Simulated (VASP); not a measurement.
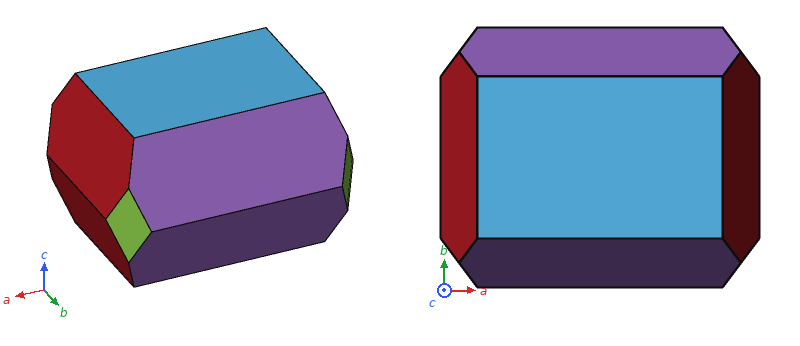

Two views of one computed crystal shape (BFDH rule; symmetry-equivalent faces share a colour; the right view looks down the c axis). A face and its opposite count as equivalent. Forms under 0.4 % of the area are left out.

What symmetry does this shape have?

Orthorhombic, Laue class mmm. A BFDH shape is always centrosymmetric and shows few forms, so it can't tell the point group within that class. It was computed for Br in Immm, with forms {011}, {101}, {002} and {110}.

Source: a cell listed in the Materials Project, as set up for an electronic-structure calculation.
